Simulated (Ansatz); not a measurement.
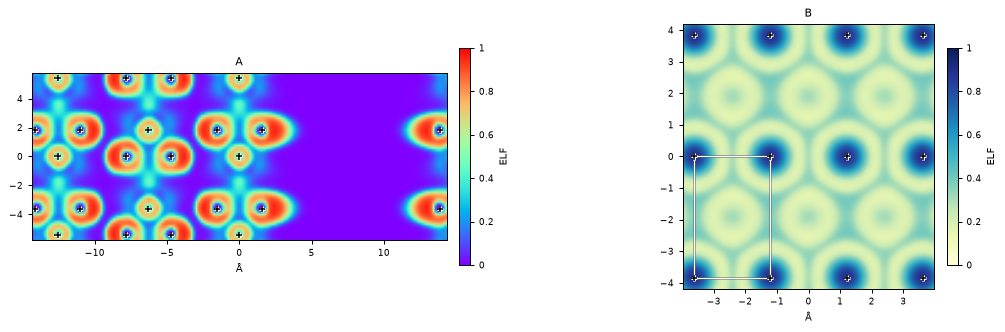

The ELF of 2 systems, each on a plane through atoms (crosses mark nuclei in the plane).

These are results of Ansatz 0.2.0, Kohn-Sham DFT of a periodic cell, PBEsol, Ansatz PAW, not measurements.

System 1: MoS₂, the (110) plane of the conventional cell. Space group P-6m2; a structure from a database of computed crystals, not necessarily the ambient phase.

```
CELL_PARAMETERS angstrom
3.14074 0.00000 0.00000
-1.57037 2.71996 0.00000
0.00000 0.00000 28.01389
ATOMIC_POSITIONS crystal
Mo 0.33333 0.66667 0.22444
Mo 0.33333 0.66667 0.77556
Mo 0.66667 0.33333 0.00000
S 0.66667 0.33333 0.16878
S 0.66667 0.33333 0.71994
S 0.33333 0.66667 0.94434
S 0.66667 0.33333 0.28006
S 0.66667 0.33333 0.83122
S 0.33333 0.66667 0.05566
```

System 2: Fe, the (100) plane of the conventional cell. Space group P6₃/mmc; a structure from a database of computed crystals, not necessarily the ambient phase; computed pressure about 2 GPa in this cell; the program warned that a starting moment wasn't kept; spin-polarised, but the moments vanished.

```
CELL_PARAMETERS angstrom
2.42229 0.00000 0.00000
-1.21115 2.09777 0.00000
0.00000 0.00000 3.83813
ATOMIC_POSITIONS crystal
Fe 0.66667 0.33333 0.75000
Fe 0.33333 0.66667 0.25000
```

Match each panel to its system.

Panel A is system 1, MoS₂: the plane holds Mo and S. Mo–S (2.39 Å): the ELF peaks at about 0.85 in the valence shell of S, 0.8 Å from its nucleus, and is about 0.45 at the midpoint. Panel B is system 2, Fe: the plane holds Fe. Fe–Fe (2.42 Å): the ELF is about 0.30 at the midpoint: no shared electron pair shows on this line.
